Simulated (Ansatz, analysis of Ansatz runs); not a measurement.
**Charge-transition level of Cu on a Zn site in ZnO (PBE)**

How near does this set-up come to the measured charge-transition level? Subject: Cu on a Zn site in ZnO. Set-up: PBE, 72-site cell, measured lattice, 420 eV, k: the single point 1/4 1/4 1/4 then 2x2x2 shifted 0.5 0.5 0.5. The model is a cell of 72 host atoms with 1 Zn taken out and 1 Cu put in. The level is the Fermi energy at which two charge states have equal formation energy, after a correction for the images of the charge. The measured lattice removes the functional's error in the volume.

**The experiment.** (0/-1) level above the valence-band top: 3.2 eV (“Acceptors in ZnO”, 2015, McCluskey et al.).

Method: plane-wave PAW DFT, PBE; relaxation of all atoms of a defect supercell, in Ansatz 0.2.0.

### Step 1. Starting point

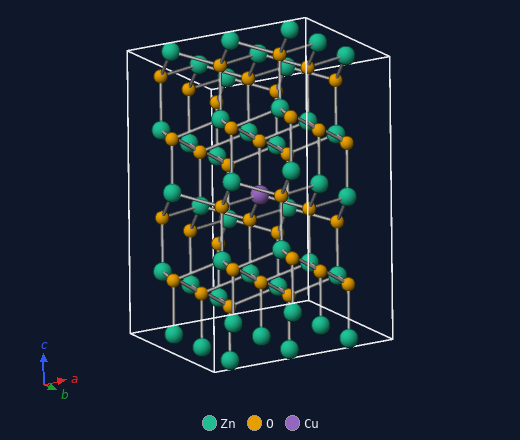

The cell as given, slightly off an axis (zinc teal, oxygen orange, copper purple). Some periodic images of atoms are drawn too.

The cell holds 72 atoms: 35 Zn, 36 O and 1 Cu. Cell: a = 9.748 Å, b = 9.748 Å, c = 10.411 Å, α = 90.0°, β = 90.0°, γ = 120.0°. It derives from ZnO (space group P6_3mc). Nearest the centre at fractional (0.556, 0.444, 0.500): Cu38 at 0.00 Å, O60 at 1.98 Å, O28 at 1.98 Å, O36 at 1.98 Å, O39 at 1.98 Å, Zn61 at 3.21 Å, Zn57 at 3.21 Å, Zn29 at 3.21 Å.

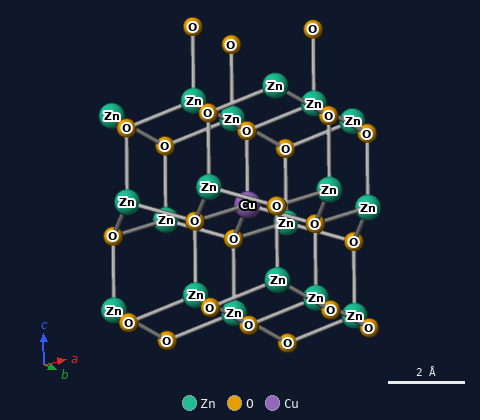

The atoms within 5 Å of the centre.

The host's primitive cell comes from a first run (plane-wave PAW DFT, PBE; relaxation of the host's atoms at the measured cell): vectors of 3.249, 3.249 and 5.206 Å. That is 11.90 Å³ an atom. The supercell is built on it.

### Step 2. Relaxation, charge 0

Every later number rests on the structure around the defect, so the atoms are relaxed at the host's lattice first.

relax0/input.yaml

```yaml
relax:
  f_tol: 0.02
  max_steps: 80
  random_displacement: { amplitude: 0.05, seed: 671 }
crystal:
  lattice:
    - [9.74792405, 0.0, 0.0]
    - [-4.87396202, 8.44194986, 0.0]
    - [0.0, 0.0, 10.411418]
  atoms:
    - { symbol: Zn, position: [0.111111111, 0.222222222, 0.249510893] }
    - { symbol: Zn, position: [0.222222222, 0.111111111, -0.000489107] }
    - { symbol: O, position: [0.222222222, 0.111111111, 0.189994107] }
    - { symbol: O, position: [0.111111111, 0.222222222, 0.439994107] }
    - { symbol: Zn, position: [0.111111111, 0.222222222, 0.749510893] }
    - { symbol: Zn, position: [0.222222222, 0.111111111, 0.499510893] }
    - { symbol: O, position: [0.222222222, 0.111111111, 0.689994107] }
    - { symbol: O, position: [0.111111111, 0.222222222, 0.939994107] }
    - { symbol: Zn, position: [0.111111111, 0.555555556, 0.249510893] }
    - { symbol: Zn, position: [0.222222222, 0.444444444, -0.000489107] }
    - { symbol: O, position: [0.222222222, 0.444444444, 0.189994107] }
    - { symbol: O, position: [0.111111111, 0.555555556, 0.439994107] }
    - { symbol: Zn, position: [0.111111111, 0.555555556, 0.749510893] }
    - { symbol: Zn, position: [0.222222222, 0.444444444, 0.499510893] }
    - { symbol: O, position: [0.222222222, 0.444444444, 0.689994107] }
    - { symbol: O, position: [0.111111111, 0.555555556, 0.939994107] }
    - { symbol: Zn, position: [0.111111111, 0.888888889, 0.249510893] }
    - { symbol: Zn, position: [0.222222222, 0.777777778, -0.000489107] }
    - { symbol: O, position: [0.222222222, 0.777777778, 0.189994107] }
    - { symbol: O, position: [0.111111111, 0.888888889, 0.439994107] }
    - { symbol: Zn, position: [0.111111111, 0.888888889, 0.749510893] }
    - { symbol: Zn, position: [0.222222222, 0.777777778, 0.499510893] }
    - { symbol: O, position: [0.222222222, 0.777777778, 0.689994107] }
    - { symbol: O, position: [0.111111111, 0.888888889, 0.939994107] }
    - { symbol: Zn, position: [0.444444444, 0.222222222, 0.249510893] }
    - { symbol: Zn, position: [0.555555556, 0.111111111, -0.000489107] }
    - { symbol: O, position: [0.555555556, 0.111111111, 0.189994107] }
    - { symbol: O, position: [0.444444444, 0.222222222, 0.439994107] }
    - { symbol: Zn, position: [0.444444444, 0.222222222, 0.749510893] }
    - { symbol: Zn, position: [0.555555556, 0.111111111, 0.499510893] }
    - { symbol: O, position: [0.555555556, 0.111111111, 0.689994107] }
    - { symbol: O, position: [0.444444444, 0.222222222, 0.939994107] }
    - { symbol: Zn, position: [0.444444444, 0.555555556, 0.249510893] }
    - { symbol: Zn, position: [0.555555556, 0.444444444, -0.000489107] }
    - { symbol: O, position: [0.555555556, 0.444444444, 0.189994107] }
    - { symbol: O, position: [0.444444444, 0.555555556, 0.439994107] }
    - { symbol: Zn, position: [0.444444444, 0.555555556, 0.749510893] }
    - { symbol: Cu, position: [0.555555556, 0.444444444, 0.499510893], spin: 1.0 }
    - { symbol: O, position: [0.555555556, 0.444444444, 0.689994107] }
    - { symbol: O, position: [0.444444444, 0.555555556, 0.939994107] }
    - { symbol: Zn, position: [0.444444444, 0.888888889, 0.249510893] }
    - { symbol: Zn, position: [0.555555556, 0.777777778, -0.000489107] }
    - { symbol: O, position: [0.555555556, 0.777777778, 0.189994107] }
    - { symbol: O, position: [0.444444444, 0.888888889, 0.439994107] }
    - { symbol: Zn, position: [0.444444444, 0.888888889, 0.749510893] }
    - { symbol: Zn, position: [0.555555556, 0.777777778, 0.499510893] }
    - { symbol: O, position: [0.555555556, 0.777777778, 0.689994107] }
    - { symbol: O, position: [0.444444444, 0.888888889, 0.939994107] }
    - { symbol: Zn, position: [0.777777778, 0.222222222, 0.249510893] }
    - { symbol: Zn, position: [0.888888889, 0.111111111, -0.000489107] }
    - { symbol: O, position: [0.888888889, 0.111111111, 0.189994107] }
    - { symbol: O, position: [0.777777778, 0.222222222, 0.439994107] }
    - { symbol: Zn, position: [0.777777778, 0.222222222, 0.749510893] }
    - { symbol: Zn, position: [0.888888889, 0.111111111, 0.499510893] }
    - { symbol: O, position: [0.888888889, 0.111111111, 0.689994107] }
    - { symbol: O, position: [0.777777778, 0.222222222, 0.939994107] }
    - { symbol: Zn, position: [0.777777778, 0.555555556, 0.249510893] }
    - { symbol: Zn, position: [0.888888889, 0.444444444, -0.000489107] }
    - { symbol: O, position: [0.888888889, 0.444444444, 0.189994107] }
    - { symbol: O, position: [0.777777778, 0.555555556, 0.439994107] }
    - { symbol: Zn, position: [0.777777778, 0.555555556, 0.749510893] }
    - { symbol: Zn, position: [0.888888889, 0.444444444, 0.499510893] }
    - { symbol: O, position: [0.888888889, 0.444444444, 0.689994107] }
    - { symbol: O, position: [0.777777778, 0.555555556, 0.939994107] }
    - { symbol: Zn, position: [0.777777778, 0.888888889, 0.249510893] }
    - { symbol: Zn, position: [0.888888889, 0.777777778, -0.000489107] }
    - { symbol: O, position: [0.888888889, 0.777777778, 0.189994107] }
    - { symbol: O, position: [0.777777778, 0.888888889, 0.439994107] }
    - { symbol: Zn, position: [0.777777778, 0.888888889, 0.749510893] }
    - { symbol: Zn, position: [0.888888889, 0.777777778, 0.499510893] }
    - { symbol: O, position: [0.888888889, 0.777777778, 0.689994107] }
    - { symbol: O, position: [0.777777778, 0.888888889, 0.939994107] }
  host:
    repeats: [3, 3, 2]
    atoms:
      - { symbol: Zn, position: [0.333333333, 0.666666667, 0.499021785] }
      - { symbol: Zn, position: [0.666666667, 0.333333333, -0.000978215] }
      - { symbol: O, position: [0.666666667, 0.333333333, 0.379988215] }
      - { symbol: O, position: [0.333333333, 0.666666667, 0.879988215] }
basis:
  ecutwfc: 420
  xc_grid: 2
hamiltonian:
  xc: pbe
kpoints:
  mp_grid: { grid: [1, 1, 1], shift: [0.25, 0.25, 0.25] }
magnetization:
  spin_polarized: true
  initial_magnetization: 1
  spin_locking: { lock_magnetization: hard }
scf:
  occupations: { method: fermi_dirac, width: 0.01 }
  max_iter: 120
output:
  forces: true
  charged_corrections:
    epsilon: [5.08, 5.08, 5.12]
    static_epsilon: [9.82, 9.82, 10.68]
    defect_position: [0.555556, 0.444444, 0.499511]
checkpoint:
  write: "../relax0.run"
  compress: false
  write_wavefunctions: true
  write_every: 100000
```

Run with:

```
$ ansatz run input.yaml --threads 4 --pin off --max-ram 14131MiB --backend cpu --events-out ev --progress --plain --runs-dir out
```

Numbers of over 12 decimals in the logs are rounded to 6 here.

Output:

```text
[... repeated set-up lines and file paths are left out, and long positions are rounded to six places ...]
Engine: ansatz 0.2.0, x86_64-unknown-linux-gnu
Pseudopotentials: kind: paw
Pseudopotential: Zn, paw, valence charge 12, recommended cutoff 420 eV (normal), Zn.paw.azcp
Pseudopotential: O, paw, valence charge 6, recommended cutoff 420 eV (normal), O.paw.azcp
Pseudopotential: Cu, paw, valence charge 19, recommended cutoff 420 eV (normal), Cu.paw.azcp
Functional definition: PBE
  parameter kappa = 0.804
  parameter beta = 0.066725
  exchange = pbe_x(kappa = kappa, mu = beta*pi^2/3)
  correlation = pbe_c(beta = beta)
Crystal: 72 atoms, lattice volume = 856.771 Å³
Basis set: ecut = 420 eV, 16751 PW (Γ), exchange–correlation on 144×144×144 points (8 copies of the dense FFT grid, shifted against one another)
Bands: 400, of which v1, the nominal top of the filled ones, is band 328 counted from 1 (327 counted from 0)
Symmetry: 1 space group operations
k-points: 1
Non-local potential: Zn, projectors of the file, l = 0: 2, l = 1: 2, l = 2: 3, l = 3: 1
Non-local potential: O, projectors of the file, l = 0: 2, l = 1: 2, l = 2: 1
Non-local potential: Cu, projectors of the file, l = 0: 3, l = 1: 2, l = 2: 3, l = 3: 1
PAW form: soft (Blöchl's): semilocal exchange-correlation on the pseudo side does not see the compensation charge
PAW one-centre angular grid: Zn, 590 points (default); XC on 64 Gauss nodes
PAW one-centre angular grid: O, 110 points (default); XC on 64 Gauss nodes
PAW one-centre angular grid: Cu, 590 points (default); XC on 64 Gauss nodes
Initial density: superposition of atomic densities (chi_scale 0.1, normalization cell, long waves kept (reshape's long-wave potential 0.06 eV rms))
Starting moments: Σ|m| = 1 μB on 1 of 72 sites
Initial wavefunctions: pseudopotential atomic-orbital guess
Functional: x = pbe(κ = 0.804, μ = 0.219515), c = pbe(β = 0.066725)
SCF iter   1: F=—  HF=-143244.985248 eV  |F-HF|=—  |Δ(HF+E_count)|=         —  Δρ=5.03e-2 (↑5.00e-2 ↓5.03e-2)  dr2=4.58e1  dr2_m=2.74e-1  M=1.000 μB ∫|m|=1.010 μB  β_m=0.30  ethr=3.10e-3  ⟨swp⟩=6.0  Hψ=2878  notcnv=0  defer=2
preconditioner: auto → Resta (q_TF=auto, 2.609 Å⁻¹)  ε∞=6.5  [insulator: Δε(μ)=0.022 eV  Ē_g=13.772 eV  σ=0.010 eV  W_gap=0.51  n_scr=242 (ndim 8)  ℏωp=32.3 eV  f_vac=0.000  D(μ)=37.20/eV (n_scr^D=326)  ε∞_Penn≈6.5]
spin=Collinear: Resta preconditioning applied to the charge; magnetization (m = ρ↑ − ρ↓) channel mixes plain (no charge-response kernel on spin).
SCF iter   2: F=—  HF=-143233.720992 eV  |F-HF|=—  |Δ(HF+E_count)|=    1.13e1  Δρ=2.70e-2 (↑2.70e-2 ↓2.68e-2)  dr2=1.47e1  dr2_m=1.21e-1  M=1.000 μB ∫|m|=1.013 μB  β_m=0.43  ethr=3.10e-3  ⟨swp⟩=2.0  Hψ=1508  notcnv=0  defer=132
SCF iter   3: F=—  HF=-143229.664949 eV  |F-HF|=—  |Δ(HF+E_count)|=    4.06e0  Δρ=1.16e-2 (↑1.06e-2 ↓1.16e-2)  dr2=3.01e0  dr2_m=7.82e-2  M=1.000 μB ∫|m|=1.034 μB  β_m=0.52  ethr=2.25e-3  ⟨swp⟩=2.0  Hψ=922  notcnv=0  defer=132
SCF iter   4: F=—  HF=-143228.963204 eV  |F-HF|=—  |Δ(HF+E_count)|=   7.02e-1  Δρ=9.51e-3 (↑3.37e-3 ↓9.51e-3)  dr2=6.64e-1  dr2_m=1.54e-1  M=1.000 μB ∫|m|=1.067 μB  β_m=0.45  ethr=4.60e-4  ⟨swp⟩=2.0  Hψ=1270  notcnv=0  defer=132
SCF iter   5: F=—  HF=-143228.994778 eV  |F-HF|=—  |Δ(HF+E_count)|=   3.16e-2  Δρ=3.13e-3 (↑2.75e-3 ↓3.13e-3)  dr2=2.10e-1  dr2_m=5.04e-3  M=1.000 μB ∫|m|=1.050 μB  β_m=0.73  ethr=1.01e-4  ⟨swp⟩=2.0  Hψ=1267  notcnv=0  defer=132
SCF iter   6: F=—  HF=-143229.162099 eV  |F-HF|=—  |Δ(HF+E_count)|=   1.67e-1  Δρ=1.36e-3 (↑8.80e-4 ↓1.36e-3)  dr2=2.84e-2  dr2_m=1.78e-3  M=1.000 μB ∫|m|=1.059 μB  β_m=0.70  ethr=3.20e-5  ⟨swp⟩=2.0  Hψ=1336  notcnv=0  defer=132
SCF iter   7: F=—  HF=-143229.175691 eV  |F-HF|=—  |Δ(HF+E_count)|=   1.36e-2  Δρ=1.69e-3 (↑5.72e-4 ↓1.69e-3)  dr2=2.85e-2  dr2_m=3.51e-3  M=1.000 μB ∫|m|=1.058 μB  β_m=0.59  ethr=4.33e-6  ⟨swp⟩=2.0  Hψ=1336  notcnv=0  defer=132
SCF iter   8: F=—  HF=-143229.176430 eV  |F-HF|=—  |Δ(HF+E_count)|=   7.39e-4  Δρ=9.58e-4 (↑2.73e-4 ↓9.58e-4)  dr2=6.62e-3  dr2_m=1.52e-3  M=1.000 μB ∫|m|=1.062 μB  β_m=0.58  ethr=4.33e-6  ⟨swp⟩=2.0  Hψ=1336  notcnv=0  defer=132
SCF iter   9: F=—  HF=-143229.178041 eV  |F-HF|=—  |Δ(HF+E_count)|=   1.61e-3  Δρ=7.84e-4 (↑1.73e-4 ↓7.84e-4)  dr2=2.91e-3  dr2_m=1.18e-3  M=1.000 μB ∫|m|=1.062 μB  β_m=0.52  ethr=1.01e-6  ⟨swp⟩=2.0  Hψ=1578  notcnv=0  defer=132
SCF iter  10: F=—  HF=-143229.179293 eV  |F-HF|=—  |Δ(HF+E_count)|=   1.25e-3  Δρ=6.53e-4 (↑1.08e-4 ↓6.53e-4)  dr2=2.25e-3  dr2_m=7.93e-4  M=1.000 μB ∫|m|=1.061 μB  β_m=0.56  ethr=4.44e-7  ⟨swp⟩=2.0  Hψ=1005  notcnv=0  defer=132
SCF iter  11: F=—  HF=-143229.179959 eV  |F-HF|=—  |Δ(HF+E_count)|=   6.66e-4  Δρ=2.72e-4 (↑6.50e-5 ↓2.72e-4)  dr2=6.77e-4  dr2_m=1.17e-4  M=1.000 μB ∫|m|=1.061 μB  β_m=0.62  ethr=3.43e-7  ⟨swp⟩=2.5  Hψ=1324  notcnv=0  defer=132
SCF iter  12: F=—  HF=-143229.179980 eV  |F-HF|=—  |Δ(HF+E_count)|=   2.14e-5  Δρ=8.02e-5 (↑3.18e-5 ↓8.02e-5)  dr2=1.31e-4  dr2_m=1.06e-5  M=1.000 μB ∫|m|=1.060 μB  β_m=0.64  ethr=1.03e-7  ⟨swp⟩=2.0  Hψ=1323  notcnv=0  defer=132
SCF iter  13: F=—  HF=-143229.179996 eV  |F-HF|=—  |Δ(HF+E_count)|=   1.58e-5  Δρ=5.64e-5 (↑2.08e-5 ↓5.64e-5)  dr2=7.58e-5  dr2_m=4.43e-6  M=1.000 μB ∫|m|=1.060 μB  β_m=0.74  ethr=2.00e-8  ⟨swp⟩=2.0  Hψ=1088  notcnv=0  defer=132
[...]
relax step   7: F+E_penalty+E_count = -143230.15227106 eV  Δ(F+E_penalty+E_count) = -9.693e-3 eV  max|allowed force component| = 1.342e-1 eV/Å  Δτ_max = 0.0295 Å  (7 SCF iters, dr2 threshold 2.33e-5 eV, accepted)
relax step   8: F+E_penalty+E_count = -143230.15396105 eV  Δ(F+E_penalty+E_count) = -1.690e-3 eV  max|allowed force component| = 7.706e-2 eV/Å  Δτ_max = 0.0472 Å  (6 SCF iters, dr2 threshold 1.40e-5 eV, accepted)
relax step   9: F+E_penalty+E_count = -143230.15720135 eV  Δ(F+E_penalty+E_count) = -3.240e-3 eV  max|allowed force component| = 5.745e-2 eV/Å  Δτ_max = 0.0222 Å  (7 SCF iters, dr2 threshold 1.96e-6 eV, accepted)
relax step  10: F+E_penalty+E_count = -143230.15755706 eV  Δ(F+E_penalty+E_count) = -3.557e-4 eV  max|allowed force component| = 5.457e-2 eV/Å  Δτ_max = 0.0024 Å  (6 SCF iters, dr2 threshold 1.09e-6 eV, accepted)
relax step  11: F+E_penalty+E_count = -143230.15854544 eV  Δ(F+E_penalty+E_count) = -9.884e-4 eV  max|allowed force component| = 4.230e-2 eV/Å  Δτ_max = 0.0145 Å  (6 SCF iters, dr2 threshold 1.65e-6 eV, accepted)
relax step  12: F+E_penalty+E_count = -143230.16030262 eV  Δ(F+E_penalty+E_count) = -1.757e-3 eV  max|allowed force component| = 4.471e-2 eV/Å  Δτ_max = 0.0402 Å  (8 SCF iters, dr2 threshold 1.08e-6 eV, accepted)
relax step  13: F+E_penalty+E_count = -143230.16058892 eV  Δ(F+E_penalty+E_count) = -2.863e-4 eV  max|allowed force component| = 1.006e-1 eV/Å  Δτ_max = 0.1073 Å  (11 SCF iters, dr2 threshold 1.20e-6 eV, accepted)
relax step  14: F+E_penalty+E_count = -143230.16298759 eV  Δ(F+E_penalty+E_count) = -2.399e-3 eV  max|allowed force component| = 4.329e-2 eV/Å  Δτ_max = 0.0532 Å  (7 SCF iters, dr2 threshold 1.01e-5 eV, accepted)
relax step  15: F+E_penalty+E_count = -143230.16370304 eV  Δ(F+E_penalty+E_count) = -7.154e-4 eV  max|allowed force component| = 1.690e-2 eV/Å  Δτ_max = 0.0120 Å  (9 SCF iters, accepted)
[...]
relax step  16: F+E_penalty+E_count = -143230.16411091 eV  Δ(F+E_penalty+E_count) = -4.079e-4 eV  max|allowed force component| = 1.378e-2 eV/Å  Δτ_max = 0.0274 Å  (9 SCF iters, accepted)
NSCF: frozen V_eff on 1 k-points
the band table was solved once a step of the walk had ended and its energy, with any forces and stress, was formed, with the checks that follow a solve (2708 applications of the Hamiltonian). They found nothing against the state; [...]
SCF converged after 9 iterations
Stability checked in part: among states of this total moment the steps that led to this state did not find it unstable. No probe was made; neither looks for a lower state of another moment (fixed_total_moment; see scf.lower_state_search)
Magnetization: 1.0000 μB (328.0000 up, 327.0000 down)
Absolute magnetization: 1.0730 μB (∫|ρ↑−ρ↓|, with the PAW one-centre terms)
Spin contamination: 0.0014 ħ² per cell (⟨S²⟩ above its minimum at these occupations)
Per-site moments (μB) at R_I (Å): [(0.000128465, 0.814819), (0.000206834, 0.814340), (0.000944405, 0.813636), [... 69 left out ...]
Free energy (F): -143230.164111 eV
Harris-Foulkes:  -143230.164111 eV  (|F-HF|=3.16e-8)
Internal energy: -143230.164037 eV  (E = F + TS)
E sigma→0 (E₀):  -143230.164074 eV
Entropy (-TS):   -0.000074 eV (-0.001 meV/atom)
Fermi energy:    7.770917 (↑ 8.437420, ↓ 7.770917) eV
--- Per-component energies (eV) ---
  E_band       = 647.444607
  E_kinetic    = 11176.489257
  E_local      = -75777.064185  (includes V_loc(G=0)·N_el)
  E_nonlocal   = 23807.146943
  E_hartree    = 31296.519036
  E_xc         = -7512.010980
  E_vxc        = -5281.527185  (∫ρ·V_xc dr)
  E_paw        = -71476.265126  (= ΣΔE_a)
  E_vpaw       = -15870.717534  (= ΣTr[D̂ρ^β])
  E_aug_tail   = 0.076708  (compensation charges beyond the density's cutoff)
  E_ewald      = -54745.055690
  E_smearing   = -0.000074  (= −TS)
  E_closure    = -0.000000  (closes the sum)
  Σ components = -143230.164111   (vs F -143230.164111, Δ=0.00e0)
--- Forces (eV/Å), atoms counted from 1 ---
  atom   1  Zn    -0.00138904     0.00139565    -0.00151720
  atom   2  Zn     0.00232313    -0.00089885    -0.00046470
  [... 22 atoms left out ...]
  atom  25  Zn    -0.00067337    -0.00196996    -0.00016425
  [... 2 atoms left out ...]
  atom  28  O     -0.00471147    -0.00911267     0.00008383
  atom  29  Zn     0.00149571    -0.00259594     0.00362193
  [... 6 atoms left out ...]
  atom  36  O     -0.00536504     0.00441347    -0.01377620
  atom  37  Zn    -0.00689487     0.00352669     0.00278086
  atom  38  Cu     0.00111280     0.00462712     0.00610658
  atom  39  O      0.01005508    -0.00546855     0.00331134
  [... 17 atoms left out ...]
  atom  57  Zn     0.00029786     0.00056466    -0.00066198
  [... 2 atoms left out ...]
  atom  60  O      0.00093305     0.00749361     0.00122740
  atom  61  Zn     0.00305812    -0.00096609     0.00443059
  [... 11 atoms left out ...]
  max |Σ_I F_I| component: 4.09e-5 eV/Å
--- Band table (eV) ---
  k-point 0 ↑: bands = ["-104.4730", "-62.5420", "-61.8565", "-61.1144", [... 392 left out ...] "17.3939", "17.4076", "17.4130", "17.4543"]
  k-point 0 ↓: bands = ["-103.7289", "-61.4011", "-61.1514", "-60.7991", [... 392 left out ...] "17.3966", "17.4091", "17.4162", "17.4592"]
--- Relaxed structure (16 steps of the walk, 15 accepted, 0 SCFs on fresh bases) ---
  F+E_penalty+E_count = -143230.16411091 eV   max|allowed force component| = 1.378e-2 eV/Å
  atoms:
    - { symbol: Zn, position: [0.109826, 0.223721, 0.248920] }
    - { symbol: Zn, position: [0.222200, 0.111587, -0.000922] }
    [... 22 atoms left out ...]
    - { symbol: Zn, position: [0.442038, 0.223369, 0.250569] }
    [... 2 atoms left out ...]
    - { symbol: O, position: [0.435487, 0.217307, 0.442121] }
    - { symbol: Zn, position: [0.444109, 0.221352, 0.748626] }
    [... 6 atoms left out ...]
    - { symbol: O, position: [0.447555, 0.553246, 0.436507] }
    - { symbol: Zn, position: [0.448433, 0.552507, 0.744702] }
    - { symbol: Cu, position: [0.564300, 0.436439, 0.492592] }
    - { symbol: O, position: [0.559848, 0.441021, 0.686156] }
    [... 17 atoms left out ...]
    - { symbol: Zn, position: [0.777277, 0.558743, 0.250598] }
    [... 2 atoms left out ...]
    - { symbol: O, position: [0.783261, 0.565292, 0.442201] }
    - { symbol: Zn, position: [0.779474, 0.556798, 0.748654] }
    [... 11 atoms left out ...]
```

It took 7.2 min on 4 threads of Intel Xeon Platinum 8488C (Sapphire Rapids), shared host; peak memory 4 GiB.

Relaxation path:

```tsv
step	energy less that of the first step (eV)	largest force component (eV/Å)
1	0.0000	0.9754
2	-0.5373	0.5642
3	-0.9558	0.0429
4	-0.9575	0.1341
5	-0.8077	0.6432
6	-0.9626	0.1525
7	-0.9723	0.1342
8	-0.9740	0.0771
9	-0.9772	0.0574
10	-0.9776	0.0546
11	-0.9786	0.0423
12	-0.9803	0.0447
13	-0.9806	0.1006
14	-0.9830	0.0433
15	-0.9837	0.0169
16	-0.9841	0.0138
```

Relaxation step 5 was tried and not accepted.

The atoms that moved most (Å, from the sites as typed, ahead of the random displacement, the mean shift of all atoms taken out):

```tsv
atom	dx	dy	dz	length
Cu38	0.125	-0.073	-0.068	0.160
O28	-0.063	-0.047	0.027	0.082
O60	0.007	0.077	0.027	0.082
Zn37	0.055	-0.031	-0.046	0.077
O39	0.059	-0.034	-0.035	0.077
Zn70	-0.016	0.060	0.024	0.067
Zn6	-0.059	-0.017	0.024	0.066
O36	0.042	-0.025	-0.032	0.058
```

Neighbours of Cu38 at the end:

```tsv
atom	distance (Å)
O60	1.931
O28	1.932
O39	2.017
O36	2.056
Zn57	3.099
Zn25	3.100
Zn62	3.124
Zn30	3.126
O35	3.162
```

Read from the output:

```
free energy                           : -143230.1641 eV
total moment                          : 1 μB
integral of the absolute spin density : 1.073 μB
spin contamination                    : 0.001367
```

(Part 1 of 2 ends here.)

[Logs are printed without paths, hosts, clocks, repeated set-up lines and the standing remarks that a program may print on its own settings, such as how far it seeks lower states.]

[Hosts, paths, dates, database ids (printed as entryN), source tags and the programs' standing remarks are cut or masked in the printed files.]

[For some hosts the program warned that the k-mesh of the response run may be too coarse for force constants and the static dielectric constant; such warnings are not shown here.]
